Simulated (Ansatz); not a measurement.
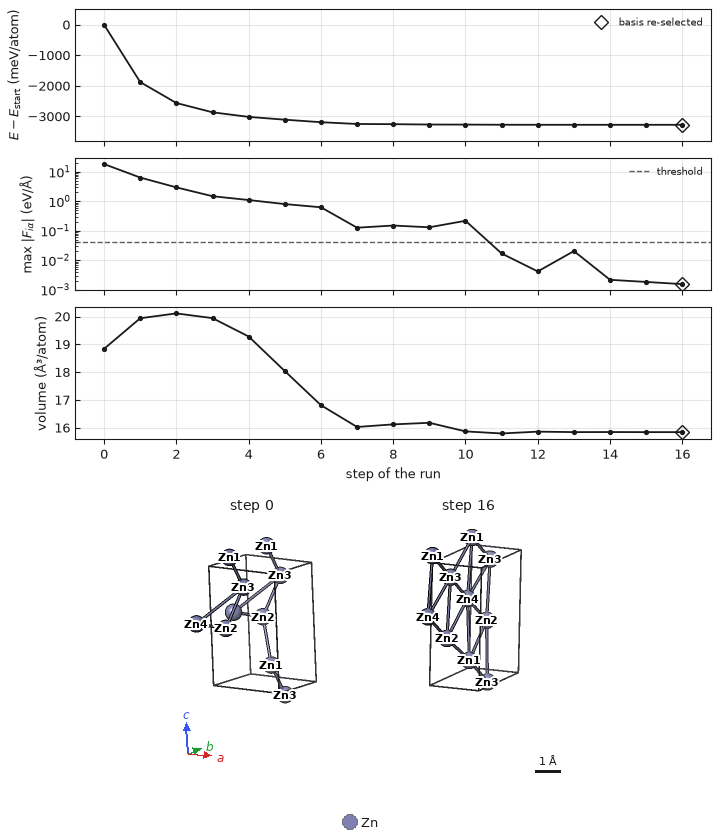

First and last geometry of a relaxation of crystalline Zn (built on the random type) (coarse preliminary run), with the history of the run. The picture is a ball-and-stick view of the cell of the calculation, seen slightly off an axis.

Case: random cell without symmetry.

All numbers below come from DFT PBE, scalar-relativistic, plane waves, PAW (Ansatz 0.2.0). Set-up: plane-wave cutoff 420 eV; k-point mesh 6 × 4 × 4; occupations gaussian; smearing width 0.1 eV; no spin polarisation; cell and atoms relaxed; force threshold 0.04 eV/Å; at most 70 steps.

What do the curves and the structures tell?

It converged. The energy falls by 3274 meV per atom in 15 accepted moves (16 points after the start). The largest force component goes from 18 to 0.0015 eV/Å. The pressure goes from 65.05 to −0.07 GPa. At 1 point the geometry stayed and the basis and grid were re-selected for the new cell (energy shift of 0.5 meV per atom at most each time). Zn1 moves most relative to the cell: 1.11 Å along [−1 −3 0]. The volume changes by −15.9 %, with a 3.690 → 3.058 Å (−17.1 %), b 4.539 → 4.681 Å (+3.1 %), c 4.975 → 5.083 Å (+2.2 %), α 96.8° → 90.6°, β 87.8° → 85.0°, γ 114.4° → 119.0°. Among the contacts that change: Zn1–Zn2 4.729 → 2.669 Å, Zn1–Zn3 3.744 → 2.650 Å, Zn1–Zn3 (another image) 1.691 → 2.680 Å, Zn2–Zn4 1.716 → 2.677 Å. Among the angles between lasting bonds that change: Zn2–Zn1–Zn3 134.8° → 56.9°, Zn1–Zn2–Zn4 99.5° → 56.9°, Zn3–Zn2–Zn4 95.0° → 60.9°. The space group stays P1 (No. 1).

| step | E − E(0), meV/atom | largest force component, eV/Å | pressure, GPa | volume, Å³/atom | note |
| --- | --- | --- | --- | --- | --- |
| 0 | 0.00 | 18.3417 | 65.05 | 18.838 |  |
| 1 | -1876.81 | 6.3987 | 26.43 | 19.938 |  |
| 2 | -2560.66 | 2.9676 | 10.84 | 20.112 |  |
| 3 | -2865.15 | 1.4879 | 3.19 | 19.942 |  |
| 4 | -3015.07 | 1.1046 | -0.03 | 19.281 |  |
| 5 | -3106.65 | 0.8043 | -0.77 | 18.039 |  |
| 6 | -3189.00 | 0.6266 | -0.78 | 16.812 |  |
| 7 | -3247.20 | 0.1269 | 0.18 | 16.028 |  |
| 8 | -3253.62 | 0.1503 | -0.27 | 16.122 |  |
| 9 | -3265.42 | 0.1311 | -0.61 | 16.179 |  |
| 10 | -3267.58 | 0.2181 | 0.05 | 15.869 |  |
| 11 | -3272.26 | 0.0169 | -0.04 | 15.795 |  |
| 12 | -3273.50 | 0.0042 | -0.08 | 15.860 |  |
| 13 | -3273.96 | 0.0204 | 0.05 | 15.844 |  |
| 14 | -3274.11 | 0.0022 | -0.06 | 15.846 |  |
| 15 | -3274.18 | 0.0018 | 0.02 | 15.843 |  |
| 16 | -3273.68 | 0.0015 | -0.07 | 15.843 | same geometry, new basis |
